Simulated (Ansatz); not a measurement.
Structure (in its standard cell), the geometry relaxed with DFT PBE, scalar-relativistic, plane waves, PAW (Ansatz 0.2.0); the starting structure was generated, so it need not be a known form of this composition:

```cif
data_structure
_symmetry_space_group_name_H-M 'C2/m'
_symmetry_Int_Tables_number 12
_cell_length_a 4.4357
_cell_length_b 7.5967
_cell_length_c 1.2823
_cell_angle_alpha 90.000
_cell_angle_beta 97.288
_cell_angle_gamma 90.000
_cell_volume 42.86
loop_
_atom_site_label
_atom_site_type_symbol
_atom_site_symmetry_multiplicity
_atom_site_Wyckoff_symbol
_atom_site_fract_x
_atom_site_fract_y
_atom_site_fract_z
_atom_site_occupancy
C1 C 2 d 0.50000 0.00000 0.50000 1
```

### Predict the [010] zone-axis pattern (200 kV, kinematic, B = 0.5 Å²).

The spots form an oblique net whose two shortest vectors correspond to d = 2.20 Å and 1.27 Å, 82.7° apart. They are 2 0 0 and 0 0 1. The pattern has symmetry 2. The lattice centring (C) removes all reflections that break h + k = 2n.

Strongest reflections with d > 0.80 Å, one of each family (|F|² from tabulated Gaussian fits of the electron scattering factors, times a small damping for the curvature of the Ewald sphere):

```
   hkl  d (Å)  I (strongest = 100)
 2 0 0  2.200                  100
 0 0 1  1.272                   21
2 0 -1  1.167                   15
 4 0 0  1.100                   12
 2 0 1  1.045                   10
4 0 -1  0.890                    5
```

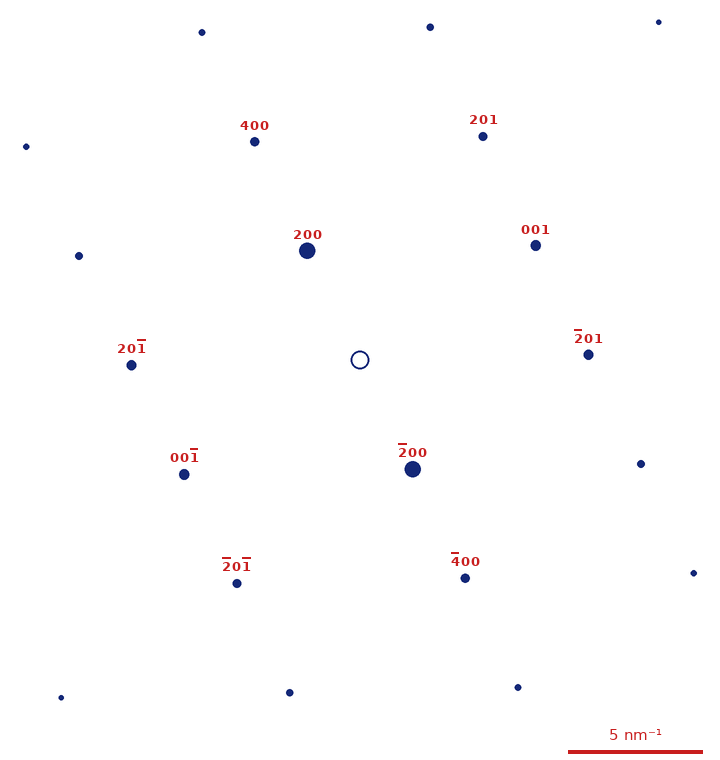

Calculated pattern, seen from the source side with [010] pointing towards the source.
